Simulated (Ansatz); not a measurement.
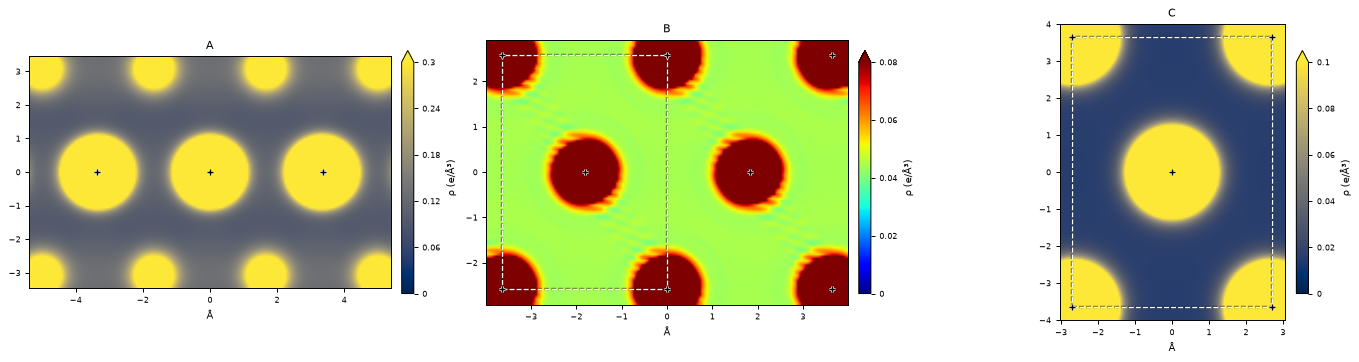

The valence charge density (pseudo) of 3 systems, each on a plane through atoms (crosses mark nuclei in the plane).

Level of theory: Ansatz 0.2.0, DFT PBE, scalar-relativistic, plane waves, PAW.

System 1: Li, the (101̄) plane of the conventional cell. Space group Im-3m; changed on purpose from its base cell (strain +0.040 along x and y, +0.040 along z, atoms carried along); computed without spin polarisation.

```
CELL_PARAMETERS angstrom
3.64000 0.00000 0.00000
0.00000 3.64000 0.00000
0.00000 0.00000 3.64000
ATOMIC_POSITIONS crystal
Li 0.00000 0.00000 0.00000
Li 0.50000 0.50000 0.50000
```

System 2: K, the (011̄) plane of the conventional cell. Space group I4/mmm; computed without spin polarisation.

```
K
1.0
     5.38357    0.00000    0.00000
     0.00000    5.38357    0.00000
     0.00000    0.00000    4.95288
K
2
Direct
  0.00000 0.00000 0.00000
  0.50000 0.50000 0.50000
```

System 3: Y, the (100) plane of the conventional cell. Space group P6₃/mmc; changed on purpose from its base cell (strain -0.080 along x and y, +0.080 along z, atoms carried along); computed pressure about 4 GPa in this cell.

Which map belongs to which system?

Answer. Panel A is system 3, Y: the plane holds Y. Y–Y (3.36 Å): ρ is about 0.12 e/Å³ halfway. Panel B is system 1, Li: the plane holds Li. Li–Li (3.15 Å): ρ at the midpoint is about 0.04 e/Å³. Panel C is system 2, K: the plane holds K. K–K (4.54 Å): ρ at the midpoint is about 0.02 e/Å³.
